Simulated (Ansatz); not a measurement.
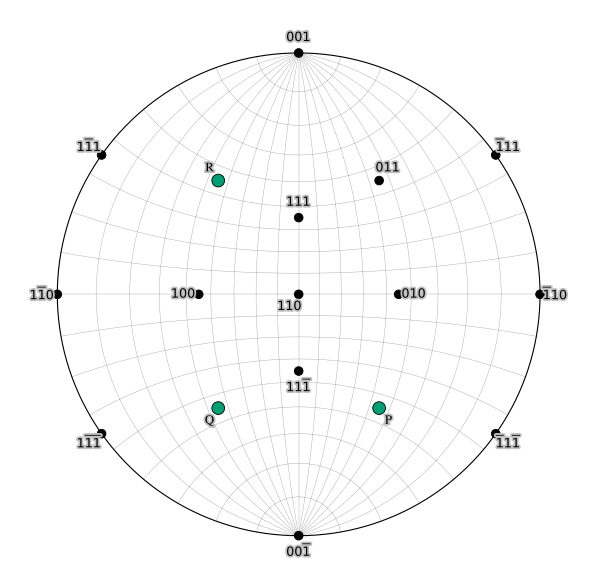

Crystal: HfN, coordinates from a relaxation with DFT PBE, scalar-relativistic, plane waves, PAW (Ansatz 0.2.0). Stereographic projection of plane normals (upper hemisphere) centred on (1 1 0). Symmetry computed with spglib at a tolerance of 0.002 Å; standard conventional cell.

a = 4.548 Å, b = 4.548 Å, c = 4.548 Å, α = 90.00°, β = 90.00°, γ = 90.00°.

> Index the poles marked P, Q, R.

P is (0 1 −1), 60.0° from the centre; Q is (1 0 −1), 60.0° from the centre; R is (1 0 1), 60.0° from the centre.

> What is the angle between the normals of (1 1 0) and (−1 1 −1), and what are their d_hkl = 1/|g|?

90.0°; d = 3.216 Å and 2.626 Å.
